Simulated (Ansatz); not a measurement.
Take the following structure.

```cif
data_structure
_symmetry_space_group_name_H-M 'P 1'
_symmetry_Int_Tables_number 1
_cell_length_a 3.1876
_cell_length_b 3.1876
_cell_length_c 52.7564
_cell_angle_alpha 90.000
_cell_angle_beta 90.000
_cell_angle_gamma 120.000
_cell_volume 464.22
loop_
_atom_site_label
_atom_site_type_symbol
_atom_site_fract_x
_atom_site_fract_y
_atom_site_fract_z
_atom_site_occupancy
S1 S 0.66667 0.33333 0.14216 1
S2 S 0.33333 0.66667 0.39968 1
W1 W 0.66667 0.33333 0.42946 1
S3 S 0.33333 0.66667 0.45924 1
S4 S 0.66667 0.33333 0.54076 1
W2 W 0.33333 0.66667 0.57054 1
S5 S 0.66667 0.33333 0.60032 1
S6 S 0.33333 0.66667 0.85784 1
```

Say what kind of structure these coordinates give.

Answer. The material is WS3. Content of the cell: 2 W, 6 S (Z = 2). W is linked to six S in a trigonal prismatic arrangement at 2.42 Å. S takes three kinds of site: 2d with no bonds drawn; 2d with three W in a trigonal pyramidal arrangement at 2.42 Å; 2d with three W in a trigonal pyramidal arrangement at 2.42 Å. Not all metal-metal contacts are counted. The bonds build WS2 layers parallel to (001); some S atoms stand without bonds in the drawing.

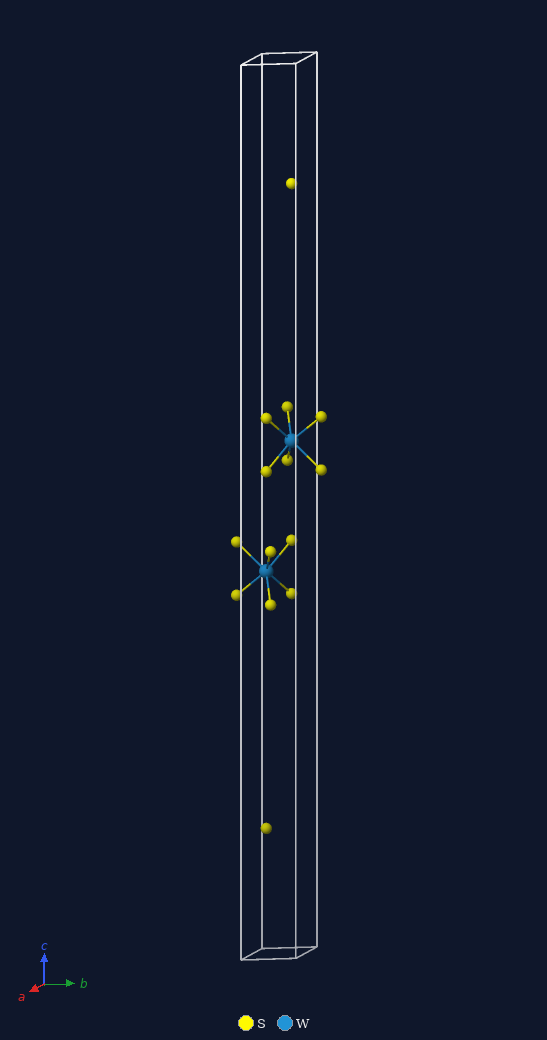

The crystal in a ball-and-stick representation, seen slightly off an axis. The simulation cell is outlined; an atom on or near a face, edge or corner is repeated at each equivalent position. A few atoms beyond the faces are included.

It derives from a structure listed in the Materials Project, from which a slab was cut. Earlier steps of the study, as a rule a relaxation of our own, may have changed the cell and positions, so they can lie some per cent off the listed ones. A calculation with Ansatz used it as input.
